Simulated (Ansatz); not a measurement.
**Be₃₁C₁₇ (cell charge +2, with a compensating background) (cell with a defect): density, localisation and related maps**

The calculation's input:

```
crystal:
  lattice:
    - [4.3283951478, -4.3283951478, -4.3283951478]
    - [-4.3283951478, -4.3283951478, 4.3283951478]
    - [-4.3283951478, 4.3283951478, -4.3283951478]
  atoms:
    - { symbol: C, position: [0.0, 0.25, 0.5] }
    - { symbol: Be, position: [0.0, 0.5002052559, 0.2524367858] }
    - { symbol: Be, position: [0.0, 0.75, 0.0] }
    - { symbol: Be, position: [0.7524367858, 0.25, 0.7502052559] }
    - { symbol: Be, position: [0.0, 0.0024367858, 0.7502052559] }
    - { symbol: Be, position: [0.7524367858, 0.5002052559, 0.5] }
    - { symbol: Be, position: [0.7497947441, 0.7522315299, 0.2497947441] }
    - { symbol: Be, position: [0.5, 0.25, 0.0] }
    - { symbol: Be, position: [0.7497947441, -0.0002052559, 0.0022315299] }
    - { symbol: Be, position: [0.4977684701, 0.4975632142, 0.7475632142] }
    - { symbol: Be, position: [0.5, 0.75, 0.5] }
    - { symbol: Be, position: [0.2502052559, 0.25, 0.2524367858] }
    - { symbol: Be, position: [0.5022315299, -0.0002052559, 0.2497947441] }
    - { symbol: Be, position: [0.2475632142, 0.4975632142, -0.0022315299] }
    - { symbol: Be, position: [0.2475632142, 0.7477684701, 0.7475632142] }
    - { symbol: Be, position: [0.2502052559, 0.0024367858, 0.5] }
    - { symbol: Be, position: [0.4847370705, 0.7347370705, -0.0152629295] }
    - { symbol: Be, position: [0.5, 0.0, 0.75] }
    - { symbol: Be, position: [0.5152629295, 0.25, 0.5] }
    - { symbol: Be, position: [0.25, 0.75, 0.25] }
    - { symbol: Be, position: [0.5, 0.5, 0.25] }
    - { symbol: Be, position: [0.25, 0.0, 0.0] }
    - { symbol: Be, position: [0.254400403, 0.25, 0.754400403] }
    - { symbol: Be, position: [0.0, 0.7652629295, 0.5] }
    - { symbol: Be, position: [0.254400403, 0.504400403, 0.5] }
    - { symbol: Be, position: [0.0, -0.004400403, 0.245599597] }
    - { symbol: Be, position: [0.0, 0.25, 0.0152629295] }
    - { symbol: Be, position: [0.75, 0.75, 0.75] }
    - { symbol: Be, position: [0.0, 0.504400403, 0.754400403] }
    - { symbol: Be, position: [0.745599597, -0.004400403, 0.5] }
    - { symbol: Be, position: [0.745599597, 0.25, 0.245599597] }
    - { symbol: Be, position: [0.75, 0.5, 0.0] }
    - { symbol: C, position: [0.2520504346, 0.7508372633, 0.0008372633] }
    - { symbol: C, position: [0.2487868287, 0.9979495654, 0.7487868287] }
    - { symbol: C, position: [0.2268704651, 0.25, 0.5] }
    - { symbol: C, position: [0.0, 0.7491627367, 0.2512131713] }
    - { symbol: C, position: [0.2487868287, 0.4987868287, 0.2479495654] }
    - { symbol: C, position: [1.0, 1.0012131713, 0.9991627367] }
    - { symbol: C, position: [0.0, 0.25, 0.7268704651] }
    - { symbol: C, position: [0.7512131713, 0.7491627367, 0.5] }
    - { symbol: C, position: [0.0, 0.4768704651, 0.5] }
    - { symbol: C, position: [0.7731295349, 1.0231295349, 0.2731295349] }
    - { symbol: C, position: [0.7512131713, 0.25, -0.0008372633] }
    - { symbol: C, position: [0.5008372633, 0.7508372633, 0.7520504346] }
    - { symbol: C, position: [0.7479495654, 0.4987868287, 0.7487868287] }
    - { symbol: C, position: [0.4991627367, 1.0012131713, 0.5] }
    - { symbol: C, position: [0.4991627367, 0.25, 0.2512131713] }
    - { symbol: C, position: [0.5008372633, 0.5020504346, 0.0008372633] }
  host:
    lattice:
      - [0.0, 2.1641975739, 2.1641975739]
      - [2.1641975739, 0.0, 2.1641975739]
      - [2.1641975739, 2.1641975739, 0.0]
    atoms:
      - { symbol: Be, position: [0.75, 0.75, 0.75] }
      - { symbol: Be, position: [0.25, 0.25, 0.25] }
      - { symbol: C, position: [0.0, 0.0, 0.0] }
total_charge: 2
basis:
  ecutwfc: 420
  xc_grid: 2
kpoints:
  mp_grid: { grid: [2, 2, 2], shift: [0.5, 0.5, 0.5] }
hamiltonian:
  xc: pbe
scf:
  occupations: { method: gaussian, width: 0.01 }
output:
  forces: true
  stress: false
  eigenvalues: true
  charged_corrections:
    defect_position: [0.0, 0.25, 0.5]
    epsilon: [[14.9226, 0.0, 0.0], [0.0, 14.9226, 0.0], [0.0, 0.0, 14.9226]]
  write_density: true
  write_potential: true
  elf: true
  volumetric_format: npy
relax:
  adjacent_minimum: "off"
  f_tol: 0.025
  max_steps: 45
```

Run with:

```sh
ansatz run input.yaml --threads 4 --pin off --max-ram 6144MiB --backend cpu --events-out ev --progress --plain --runs-dir out
```

The fields are those of the relaxed geometry.

Method: DFT PBE, scalar-relativistic, plane waves, PAW (Ansatz 0.2.0).

In a PAW calculation such maps are meaningful between the atoms, not at the nuclei.

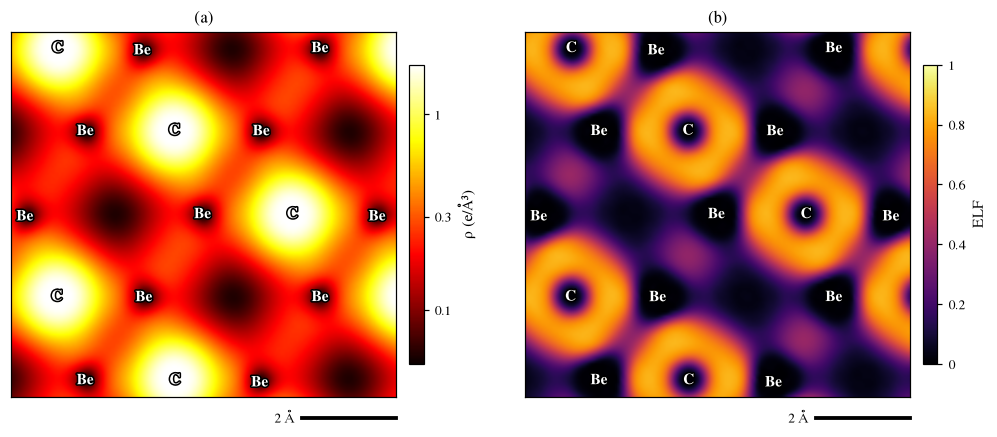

Figure 1. (a) valence charge density (pseudo); (b) electron localisation function on the (100) plane of the calculation cell.

> What do the fields say about this system?

The section cuts through Be and C sites.
Be–C (1.83 Å): ρ at the midpoint is about 0.67 e/Å³; the ELF peaks at about 0.85 in the valence shell of C, 0.9 Å from its nucleus, and is about 0.85 at the midpoint.
Be–C (1.89 Å): ρ is about 0.6 e/Å³ halfway; the ELF peaks at about 0.85 in the valence shell of C, 0.9 Å from its nucleus, and is about 0.80 at the midpoint.
Between the atoms the lowest density in this plane is 0.06 e/Å³.

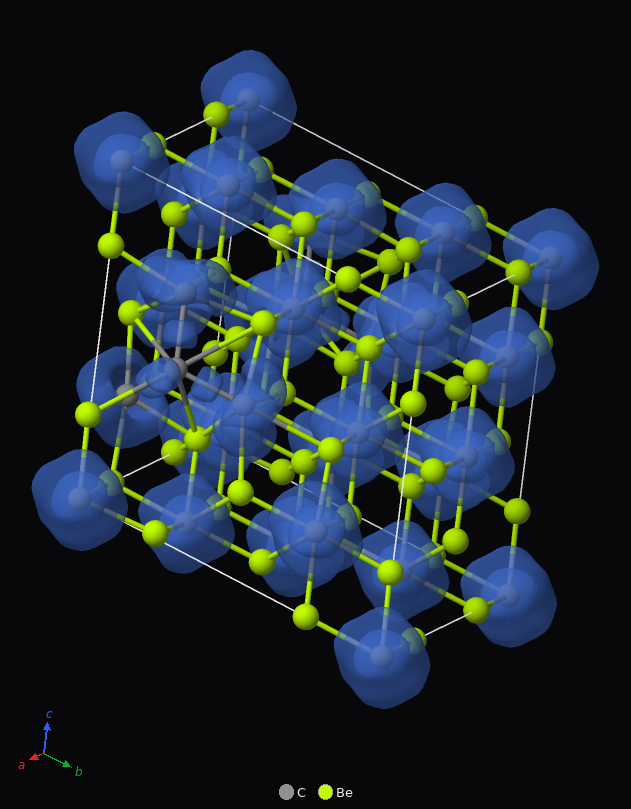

Figure 2. Isosurface of the electron localisation function at 0.75 (blue), seen slightly off an axis. Only the valence region is drawn (cores and ρ < 0.01 e/Å³ removed). Sticks mark near contacts.

> Describe the localisation domains.

The surface consists of four regions between bonded C–C atoms (shared pairs) and 16 regions wrapped around C (the valence shell of each), counted in one cell of 48 atoms. Any copies at cell faces, edges or corners count once. Profiles from the grid: C–C (1.68 Å): the ELF peaks at about 0.90 between the atoms.

> Metal or insulator at this level of theory?

It is gapped, with a Kohn–Sham gap of 2.5 eV on the k-point mesh, an upper bound to the gap of this method.
